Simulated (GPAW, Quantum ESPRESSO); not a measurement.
# LiCl (Fm-3m): the Cl K absorption edge, part 2 of 2

Aim: the near-edge shape at the Cl K edge of LiCl (Fm-3m), and what the core hole does to it.

GPAW 26.7.0; X-ray absorption from dipole matrix elements to empty bands, plane-wave PAW LDA.

So far. Step 2 (The field without a hole): The mesh shows a gap of 5.99 eV, so the hole is first treated in a charged cell, without the excited electron. Step 3 (Spectrum without a core hole, Cl atom 1): Main maxima below 24 eV (height): 2.1 eV (0.82), 4.1 eV (2.65), 5.2 eV (3.35), 7.8 eV (0.99), 16.0 eV (1.02) and 23.0 eV (0.95). A K edge sees empty p states on the absorber.

The database entry behind the starting cell differs from later determinations by our own check (0.1 to 0.3 % short, probably kX units), so it need not match the best structure at ambient conditions.

## Step 5: Spectrum with FCH, Cl atom 1

The holes are 7.3 Å apart. In GPAW the data set carries the hole's charge, so charge=0 means a charged cell and charge=-1 a neutral one. The excited electron is left out and a uniform background balances the charge. After the field has converged, empty bands are computed with the density fixed and the dipole matrix elements are summed.

The input, xas.py:

```python
import numpy as np
from ase import Atoms
from ase.parallel import parprint, paropen
from gpaw import GPAW, PW, FermiDirac, Mixer, MixerDif, setup_paths
from gpaw.test import gen
setup_paths.insert(0, '.')
gen('Cl', name='fch1s', xcname='LDA', corehole=(1, 0, 1), write_xml=True)
from gpaw.mpi import world
world.barrier()

atoms = Atoms('Cl8Li8',
    cell=[[0, 5.12954, 5.12954],
     [5.12954, 0, 5.12954],
     [5.12954, 5.12954, 0]],
    scaled_positions=[[0.25, 0.25, 0.25],
     [0.25, 0.25, 0.75],
     [0.25, 0.75, 0.25],
     [0.75, 0.25, 0.25],
     [0.25, 0.75, 0.75],
     [0.75, 0.25, 0.75],
     [0.75, 0.75, 0.25],
     [0.75, 0.75, 0.75],
     [0, 0, 0],
     [0, 0, 0.5],
     [0, 0.5, 0],
     [0.5, 0, 0],
     [0, 0.5, 0.5],
     [0.5, 0, 0.5],
     [0.5, 0.5, 0],
     [0.5, 0.5, 0.5]],
    pbc=True)
atoms.calc = calc = GPAW(legacy_gpaw=True, mode=PW(500, force_complex_dtype=True), xc='LDA', setups={0: 'fch1s'},
    kpts={'size': (3, 3, 3), 'gamma': True}, occupations=FermiDirac(0.02),
    charge=0, mixer=Mixer(0.1, 5, 50), maxiter=150,
    convergence={'density': 0.0001, 'eigenstates': 1e-6}, txt='scf.txt')
energy = atoms.get_potential_energy() + calc.get_reference_energy()
ef = calc.get_fermi_level()
out = dict(energy=energy, fermi=ef, forces=atoms.get_forces().tolist())
parprint(f'all-electron energy {energy:.4f} eV, Fermi level {ef:.4f} eV')
ev = np.array([[calc.get_eigenvalues(k, s) for k in range(len(calc.get_ibz_k_points()))] for s in range(calc.get_number_of_spins())])
out['homo'], out['lumo'], out['counts'] = ev[ev < ef].max(), ev[ev > ef].min(), sorted(set((ev < ef).sum((0, 2)).tolist()))
out['filled'] = (ev[:, 0] < ef).sum(1).tolist()

from ase.units import Ha
from gpaw.xas import dipole_matrix_elements
nb = int(calc.get_number_of_electrons() / 2) + 163
top, nb = nb, nb + 8 + nb // 12
nscf = calc.fixed_density(kpts={'size': (4, 4, 4), 'gamma': True}, nbands=nb,
    convergence={'bands': top, 'eigenstates': 5e-3}, maxiter=60, txt='nscf.txt')
cell = atoms.cell.array
ops = [cell.T @ U.T @ np.linalg.inv(cell.T) for U in nscf.wfs.kd.symmetry.op_scc]
filled = [32]  # bands filled in the ground state, by spin
E = np.arange(-6, 34, 0.1)
fwhm = np.interp(E, [4, 25], [0.9, 3.5])
Y, X, zero, highest = 0, 0, 1e9, 1e9
for spin in range(nscf.get_number_of_spins()):
    wfs = nscf.wfs
    mine = wfs.bd.get_slice()  # this rank's bands
    A = dipole_matrix_elements(wfs.setups[0])
    eps = np.zeros((wfs.kd.nibzkpts, nb))
    d = np.zeros((3, A.shape[1], wfs.kd.nibzkpts, nb), complex)
    for kpt in wfs.kpt_u:
        if kpt.s == spin and 0 in kpt.P_ani:
            eps[kpt.k, mine] = kpt.eps_n * Ha
            d[:, :, kpt.k, mine] = (kpt.weight * wfs.nspins / 2) ** 0.5 * np.inner(A, kpt.P_ani[0])
    world.sum(eps)
    world.sum(d)
    T = np.einsum('amkn,bmkn->abkn', d, d.conj()).real
    T = sum(np.einsum('ai,ijkn,bj->abkn', R, T, R) for R in ops) / len(ops)
    empty = np.ones_like(eps, bool) & (np.arange(nb) >= filled[spin])
    zero, highest = min(zero, eps[empty].min()), min(highest, eps[:, top - 1].min())
    lines = [(eps, T, empty)] if spin == 0 else lines + [(eps, T, empty)]
for eps, T, empty in lines:
    f = np.einsum('aakn->akn', T).reshape(3, -1)
    x = eps.ravel() - zero
    w = np.interp(x, E, fwhm) / 2.35482
    g = np.exp(-0.5 * ((E[:, None] - x) / w) ** 2) / (w * (2 * np.pi) ** 0.5)
    Y = Y + (f * empty.ravel()) @ g.T
    X = X + (f * ~empty.ravel()) @ g.T
out.update(E=E.round(2).tolist(), xas=Y.tolist(), xes=X.tolist(), zero=zero, valid=highest - zero, nk=len(eps), nb=nb)
for i in range(0, len(E), 10):
    parprint(f'{E[i]:7.2f}', *(f'{v:10.3e}' for v in Y[:, i]))
import json
with paropen('out.json', 'w') as f:
    json.dump(out, f)
```

Started as:

```console
OMP_NUM_THREADS=1 mpirun -n 4 gpaw python xas.py
```

Numbers of over 12 decimals in the logs are rounded to 6 here.

What it wrote:

```text
Input parameters:
  convergence: {density: 0.0001,
                eigenstates: 1e-06}
  kpts: {gamma: True,
         size: (3, 3, 3)}
  maxiter: 150
  mixer: {backend: pulay,
          beta: 0.1,
          method: separate,
          nmaxold: 5,
          weight: 50}
  mode: {ecut: 500.0,
         force_complex_dtype: True,
         name: pw}
  occupations: {fixmagmom: False,
                name: fermi-dirac,
                width: 0.02}
  setups: {0: fch1s}

Initialize ...

[... PAW data sets ...]

Reference energy: -98913.838460  # eV

Spin-paired calculation

[... convergence settings ...]
Symmetries present (total): 24
  [... symmetry matrices ...]

27 k-points: 3 x 3 x 3 Monkhorst-Pack grid
4 k-points in the irreducible part of the Brillouin zone
       k-points in crystal coordinates                weights
   0:     0.00000000    0.00000000    0.00000000          1/27
   1:     0.33333333    0.33333333   -0.33333333         12/27
   2:     0.33333333    0.33333333    0.00000000          6/27
   3:     0.33333333    0.33333333    0.33333333          8/27

Wave functions: Plane wave expansion
  Cutoff energy: 500.000 eV
  Number of coefficients (min, max): 6844, 6883
  Pulay-stress correction: 0.000000 eV/Ang^3 (de/decut=0.000000)
  Using FFTW library
  Wavefunction extrapolation:
    Improved wavefunction reuse through dual PAW basis

Occupation numbers: Fermi-Dirac:
  width: 0.0200  # eV

Eigensolver
   Davidson(niter=2)

Densities:
  Coarse grid: 40*40*40 grid
  Fine grid: 80*80*80 grid
  Total Charge: 1.000000

Density mixing:
  Method: separate
  Backend: pulay
  Linear mixing parameter: 0.1
  old densities: 5
  Width of damping distribution: 1.1
  Damping of long wavelength oscillations: 50

[... Hamiltonian set-up ...]
Number of atoms: 16
Number of atomic orbitals: 64
Number of bands in calculation: 43
Number of valence electrons: 64
Bands to converge: occupied

... initialized

Initializing position-dependent things.

Density initialized from atomic densities
Creating initial wave functions:
  43 bands from LCAO basis set

                               Cl
                       Cl

                        Cl
                 Cl    Li    Cl

               Li    Cl
                 Li    Cl

         Li    Cl    Li
              Li

               Li
       Li

Atomic positions and initial magnetic moments

Positions:
   0 Cl     2.564770    2.564770    2.564770    ( 0.0000,  0.0000,  0.0000)
   1 Cl     5.129540    5.129540    2.564770    ( 0.0000,  0.0000,  0.0000)
   2 Cl     5.129540    2.564770    5.129540    ( 0.0000,  0.0000,  0.0000)
   3 Cl     2.564770    5.129540    5.129540    ( 0.0000,  0.0000,  0.0000)
   4 Cl     7.694310    5.129540    5.129540    ( 0.0000,  0.0000,  0.0000)
   5 Cl     5.129540    7.694310    5.129540    ( 0.0000,  0.0000,  0.0000)
   6 Cl     5.129540    5.129540    7.694310    ( 0.0000,  0.0000,  0.0000)
[...]
13 Li     2.564770    5.129540    2.564770    ( 0.0000,  0.0000,  0.0000)
  14 Li     2.564770    2.564770    5.129540    ( 0.0000,  0.0000,  0.0000)
  15 Li     5.129540    5.129540    5.129540    ( 0.0000,  0.0000,  0.0000)

Unit cell:
           periodic     x           y           z      points  spacing
  1. axis:    yes    0.000000    5.129540    5.129540    40     0.1481
  2. axis:    yes    5.129540    0.000000    5.129540    40     0.1481
  3. axis:    yes    5.129540    5.129540    0.000000    40     0.1481

  Lengths:   7.254265   7.254265   7.254265
  Angles:   60.000000  60.000000  60.000000

Effective grid spacing dv^(1/3) = 0.1616

iter:   1   -78.502801
iter:   2   -78.416519   -2.06  -1.32
iter:   3   -78.179891   -2.36  -1.36
iter:   4   -78.172226   -3.97  -1.72
iter:   5   -78.171927c  -3.38  -1.76
iter:   6   -78.170559c  -4.46  -2.56
iter:   7   -78.170187c  -5.08  -2.76
iter:   8   -78.169956c  -5.35  -3.00
iter:   9   -78.169945c  -5.70  -3.36
iter:  10   -78.169927c  -6.22c -3.54
iter:  11   -78.169928c  -6.92c -4.15c

Converged after 11 iterations.

Dipole moment: (-1.540257, -1.540257, -1.540257) |e|*Ang

Energy contributions relative to reference atoms: (reference = -98913.838460)

Kinetic:        +44.891794
Potential:      -64.806273
External:        +0.000000
XC:             -58.412105
Entropy (-ST):   -0.000000
Local:           +0.156656
SIC:             +0.000000
--------------------------
Free energy:    -78.169928
Extrapolated:   -78.169928

Showing only first 2 kpts
 Kpt  Band  Eigenvalues  Occupancy
  0    30      0.93749    2.00000
  0    31      0.93749    2.00000
  0    32      5.63694    0.00000
  0    33      6.91521    0.00000

  1    30      0.43386    2.00000
  1    31      0.80126    2.00000
  1    32      7.16925    0.00000
[...]
Fermi level: 3.10913

Gap: 4.699 eV
Transition (v -> c):
  (s=0, k=0, n=31, [0.00, 0.00, 0.00]) -> (s=0, k=0, n=32, [0.00, 0.00, 0.00])
No difference between direct/indirect transitions

Forces in eV/Ang:
  0 Cl    0.00000    0.00000    0.00000
  1 Cl    0.00000    0.00000   -0.00000
  2 Cl    0.00000   -0.00000    0.00000
  3 Cl   -0.00000    0.00000    0.00000
  4 Cl    0.00000    0.00000    0.00000
  5 Cl   -0.00000    0.00000    0.00000
  6 Cl    0.00000    0.00000    0.00000
[...]
13 Li    0.00000    0.99682   -0.00000
 14 Li   -0.00000    0.00000    0.99682
 15 Li    0.00000    0.00000    0.00000
Scalar-relativistic atomic LDA calculation for Cl (Chlorine, Z=17)
Core hole in 1s state (1s occupation: 1.0)
450 radial gridpoints.
|------------------------------------------------|
|------------------------------------------------|
[... the atom generator's iteration count ...]

Energy contributions:
-------------------------
Kinetic:     +356.732518
XC:           -22.239746
Potential:   -690.338691
-------------------------
Total:       -355.845919

state      eigenvalue         ekin         rmax
-----------------------------------------------
1s^1.0 :  -107.726002   141.772241        0.059
2s^2.0 :   -10.972790    23.767707        0.349
2p^6.0 :    -8.968435    23.615349        0.282
3s^2.0 :    -1.303438     4.240034        1.185
3p^5.0 :    -0.820961     3.450540        1.257
-----------------------------------------------
(units: Bohr and Hartree)

Generating PAW setup
Kinetic energy of the core from tauc = 331.998599
Cutoffs:
rc(s)=1.500
rc(p)=1.500
rc(d)=1.500
rc(vbar)=1.350
rc(comp)=1.500
rc(nct)=1.500

Kinetic energy of the core states: 330.999752
Charge: 1.0
Core electrons: 9.0
Valence electrons: 7.0
Pseudo-core charge: 0.090694
Shape function alpha=4.444
Pseudo-electron charge 7.494753
state    eigenvalue         norm
--------------------------------
3s(2) :    -1.303438     1.198160
*s    :    -0.303438
3p(5) :    -0.820961     1.001548
*p    :     0.179039
*d    :     0.000000
--------------------------------

Diagonalizing with gridspacing h=0.050

state   all-electron     PAW
-------------------------------
3s:      -1.303438    -1.304343
3p:      -0.820961    -0.822054
*d:                   -0.151956
*f:                   -0.015229
-------------------------------
all-electron energy -98992.0084 eV, Fermi level 3.1091 eV
[...]
31.00  2.240e-06  2.240e-06  2.240e-06
  32.00  2.104e-06  2.104e-06  2.104e-06
  33.00  2.032e-06  2.032e-06  2.032e-06
```

Wall time 55 s (4 MPI ranks of Arm Neoverse V2, shared host); peak memory 0.47 GiB; 3.7 min of CPU time.

The Cl K spectrum, Cl atom 1, full core hole (charged cell) (energy from the lowest empty level; intensity scaled to a mean of 1 over the first 20 eV):

```csv
E (eV),intensity
-2.0,0.00
-0.5,0.00
1.0,0.23
2.5,1.87
4.0,2.60
5.5,2.65
7.0,0.24
8.5,0.50
10.0,0.38
11.5,0.43
13.0,0.63
14.5,0.90
16.0,1.15
17.5,1.05
19.0,0.80
20.5,0.86
22.0,0.99
23.5,1.06
25.0,0.93
26.5,0.94
28.0,1.12
29.5,1.26
```

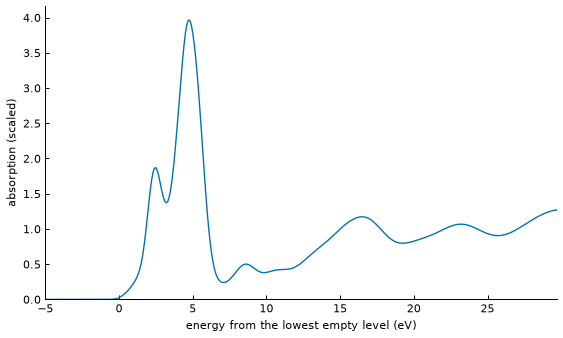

The Cl K edge, Cl atom 1, full core hole (charged cell): main maxima at 2.5, 4.7 and 16.5 eV.

Main maxima below 24 eV (height): 2.5 eV (1.87), 4.7 eV (3.96), 8.6 eV (0.50), 16.5 eV (1.17) and 23.2 eV (1.07). 

The hole costs E(hole) − E(ground) = 2822.01 eV, and the lowest empty level of the hole cell on the spectrum's mesh lies at 5.64 eV, which puts the zero at 2827.65 eV. One term is added: -17.80 eV, since the hole is spin-paired here and a spin-polarised one costs that much less in the free atom (computed apart). The photon energy is then 2809.85 eV. The functional and the charged cell's background leave an error in such absolute values: in the free atom LDA prices this hole 9.7 eV below PBE (computed apart), and PBE is itself good to a few eV.

## Step 6: Excitation energy, Cl atom 1

With the excited electron kept in the cell the system stays neutral, and the energy difference is an excitation energy by itself. In a small cell that electron takes up a good share of the lowest empty band, or all of one, which shifts the value from the true onset.

Changed against the first core-hole run: core hole to XCH, with the smearing that suits a partly filled band.

The input, scf.py:

```python
import numpy as np
from ase import Atoms
from ase.parallel import parprint, paropen
from gpaw import GPAW, PW, FermiDirac, Mixer, MixerDif, setup_paths
from gpaw.test import gen
setup_paths.insert(0, '.')
gen('Cl', name='fch1s', xcname='LDA', corehole=(1, 0, 1), write_xml=True)
from gpaw.mpi import world
world.barrier()

atoms = Atoms('Cl8Li8',
    cell=[[0, 5.12954, 5.12954],
     [5.12954, 0, 5.12954],
     [5.12954, 5.12954, 0]],
    scaled_positions=[[0.25, 0.25, 0.25],
     [0.25, 0.25, 0.75],
     [0.25, 0.75, 0.25],
     [0.75, 0.25, 0.25],
     [0.25, 0.75, 0.75],
     [0.75, 0.25, 0.75],
     [0.75, 0.75, 0.25],
     [0.75, 0.75, 0.75],
     [0, 0, 0],
     [0, 0, 0.5],
     [0, 0.5, 0],
     [0.5, 0, 0],
     [0, 0.5, 0.5],
     [0.5, 0, 0.5],
     [0.5, 0.5, 0],
     [0.5, 0.5, 0.5]],
    pbc=True)
atoms.calc = calc = GPAW(legacy_gpaw=True, mode=PW(500, force_complex_dtype=True), xc='LDA', setups={0: 'fch1s'},
    kpts={'size': (3, 3, 3), 'gamma': True}, occupations=FermiDirac(0.04),
    charge=-1, mixer=Mixer(0.1, 5, 50), maxiter=150,
    convergence={'density': 0.0001, 'eigenstates': 1e-6}, txt='scf.txt')
energy = atoms.get_potential_energy() + calc.get_reference_energy()
ef = calc.get_fermi_level()
out = dict(energy=energy, fermi=ef, forces=atoms.get_forces().tolist())
parprint(f'all-electron energy {energy:.4f} eV, Fermi level {ef:.4f} eV')
ev = np.array([[calc.get_eigenvalues(k, s) for k in range(len(calc.get_ibz_k_points()))] for s in range(calc.get_number_of_spins())])
out['homo'], out['lumo'], out['counts'] = ev[ev < ef].max(), ev[ev > ef].min(), sorted(set((ev < ef).sum((0, 2)).tolist()))
out['filled'] = (ev[:, 0] < ef).sum(1).tolist()
import json
with paropen('out.json', 'w') as f:
    json.dump(out, f)
```

Started as:

```console
OMP_NUM_THREADS=1 mpirun -n 4 gpaw python scf.py
```

What it wrote:

```text
Input parameters:
  charge: -1
  convergence: {density: 0.0001,
                eigenstates: 1e-06}
  kpts: {gamma: True,
         size: (3, 3, 3)}
  maxiter: 150
  mixer: {backend: pulay,
          beta: 0.1,
          method: separate,
          nmaxold: 5,
          weight: 50}
  mode: {ecut: 500.0,
         force_complex_dtype: True,
         name: pw}
  occupations: {fixmagmom: False,
[...]
--------------------------------
3s(2) :    -1.303438     1.198160
*s    :    -0.303438
3p(5) :    -0.820961     1.001548
*p    :     0.179039
*d    :     0.000000
--------------------------------

Diagonalizing with gridspacing h=0.050

state   all-electron     PAW
-------------------------------
3s:      -1.303438    -1.304343
3p:      -0.820961    -0.822054
*d:                   -0.151956
*f:                   -0.015229
-------------------------------
all-electron energy -98985.4918 eV, Fermi level 6.8998 eV
[key lines of the parts left out:]
Converged after 15 iterations.
Dipole moment: (-0.793134, -0.793134, -0.793134) |e|*Ang
Free energy:    -71.663534
Fermi level: 6.89981
```

It took 11 s on 4 MPI ranks; peak memory 0.31 GiB; 43 s of CPU time.

The total-energy difference is 2828.53 eV. With the free-atom term of -17.80 eV for this edge, the photon energy is 2810.73 eV.

## Step 7: With and without the hole

Both curves are counted from their own zero, so only the shift of weight within the empty states shows.

```csv
E (eV),no hole,FCH
-2.0,0.00,0.00
-1.0,0.00,0.00
0.0,0.02,0.03
1.0,0.37,0.23
2.0,0.80,1.33
3.0,0.96,1.45
4.0,2.64,2.60
5.0,3.21,3.78
6.0,2.07,1.19
7.0,0.86,0.24
8.0,0.98,0.41
9.0,0.55,0.47
10.0,0.40,0.38
11.0,0.38,0.42
12.0,0.54,0.46
13.0,0.68,0.63
14.0,0.80,0.80
15.0,0.94,1.00
16.0,1.02,1.15
17.0,0.92,1.14
18.0,0.77,0.94
19.0,0.74,0.80
20.0,0.74,0.83
21.0,0.79,0.90
22.0,0.89,0.99
23.0,0.95,1.06
24.0,0.89,1.03
25.0,0.79,0.93
26.0,0.76,0.91
27.0,0.81,0.99
28.0,0.90,1.12
29.0,0.99,1.23
```

With each curve scaled to its own mean, the area from −2 to 6 eV with the hole is 10.3 against 9.1, and the centre of weight from −1 to 20 eV moves by +0.1 eV (first and strongest maxima below 20 eV: 2.1 eV (0.82), 4.1 eV (2.65), 5.2 eV (3.35) and 16.0 eV (1.02) without the hole, 2.5 eV (1.87), 4.7 eV (3.96) and 16.5 eV (1.17) with it); the shape changes all the same, by 32 % r.m.s.

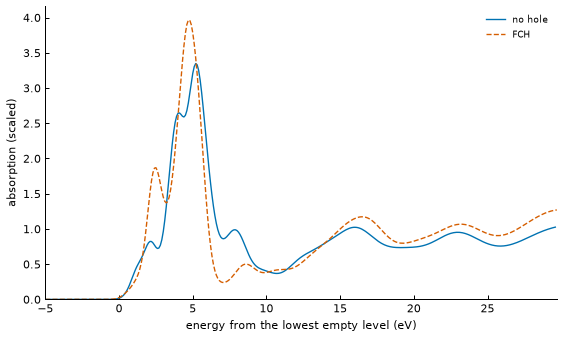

The Cl K edge with and without the core hole, each from its own zero; the highest intensity below 16 eV lies at 4.7 eV with the hole.

## Step 8: Against the measurement

Features are paired by their description (first, strongest, rising edge, steepest rise) or, failing that, by nearness after a common offset; their character isn't checked. The paper doesn't name the phase; the usual one is assumed.

GPAW LDA (Gaussian full width 0.9 eV up to 4 eV, rising linearly to 3.5 eV at 25 eV):

| measured feature | measured (eV) | computed feature | computed (eV) | difference (eV) | difference less the mean (eV) |
| --- | --- | --- | --- | --- | --- |
| Cl K-edge, first near-edge peak (p1) | 2827 | first maximum | 2812.3 | -14.7 | -0.1 |
| Cl K-edge, second near-edge peak (p2) | 2829 | nearest maximum | 2814.5 | -14.5 | +0.1 |

## Step 9: Runs not followed above

These runs aren't followed: redraws of a spectrum that repeat one shown, runs with a planted fault or a state judged unsound, or a program's part that gave no sound spectrum.

| program | step | status | elapsed |
| --- | --- | --- | --- |
| Quantum ESPRESSO | ground state | converged | 3.4 s |
| Quantum ESPRESSO | no core hole | converged | 13 s |
| Quantum ESPRESSO | no core hole, redrawn | converged | 4.2 s |
| Quantum ESPRESSO | supercell ground state | crashed | 89 s |
| Quantum ESPRESSO | core-hole potential | converged | 0.66 s |
| Quantum ESPRESSO | supercell with FCH | crashed | 52 s |
| Quantum ESPRESSO | supercell with XCH | converged | 68 s |

## Step 10: What came out

```json
{"absorber and edge": "Cl K, atom 1 of the ground-state input (counted from 1)", "surroundings": "6 Li at 2.56 Å (octahedral, site symmetry m-3m)", "highest intensity below 16 eV": "4.7 eV above the zero, height 3.96", "photon energy of the zero, with the added terms": "2809.8 eV (raw 2827.6 eV; LDA puts this hole about 10 eV below PBE, itself good to a few eV)"}
```

GPAW LDA lies 14.6 eV below the measured energies on average, of which about 10 eV is this functional's underpricing of the hole against PBE in the free atom; the paired features span 2.2 eV against 2.0 eV measured. Energy scales of different experiments differ by up to about 1 eV. The Cl K edge of atom 1, with 6 Li at 2.56 Å (octahedral, site symmetry m-3m), has its highest intensity of the first 16 eV at 4.7 eV above the zero, near 2815 eV in photon energy (LDA puts this hole about 10 eV below PBE, itself good to a few eV), 4.0 times the mean level of the first 20 eV (Gaussian full width 0.9 eV up to 4 eV, rising linearly to 3.5 eV at 25 eV). With each curve scaled to its own mean, the area from −2 to 6 eV with the hole is 10.3 against 9.1, and the centre of weight from −1 to 20 eV moves by +0.1 eV (first and strongest maxima below 20 eV: 2.1 eV (0.82), 4.1 eV (2.65), 5.2 eV (3.35) and 16.0 eV (1.02) without the hole, 2.5 eV (1.87), 4.7 eV (3.96) and 16.5 eV (1.17) with it); the shape changes all the same, by 32 % r.m.s. The neutral-cell energy lies +0.9 eV from the charged-cell zero, a gap made of the charged-cell error and of where the added electron settles. The same cell was also set up in Quantum ESPRESSO; that part failed, was judged unsound or used a data set known to give false states; its runs are listed without their results. The mesh is coarse (0.27 Å⁻¹ between points), so small maxima may be mesh ripples. The structure is a published determination, not relaxed.

[Banner, clock and machine lines of the logs are left out without a mark of their own.]

[Logs are printed without paths, hosts, clocks, repeated set-up lines and the standing remarks that a program may print on its own settings, such as how far it seeks lower states.]

[Hosts, paths, dates, database ids (printed as entryN), source tags and the programs' standing remarks are cut or masked in the printed files.]

[Lists of maxima count a maximum above −3 eV only where it reaches 4 % of the highest in the window and stands out from its surroundings by 2 % of it (1.5 % where it reaches 55 %); shoulders and weaker maxima are passed over, and of the rest the first, up to two pre-edge ones and the few strongest are named.]
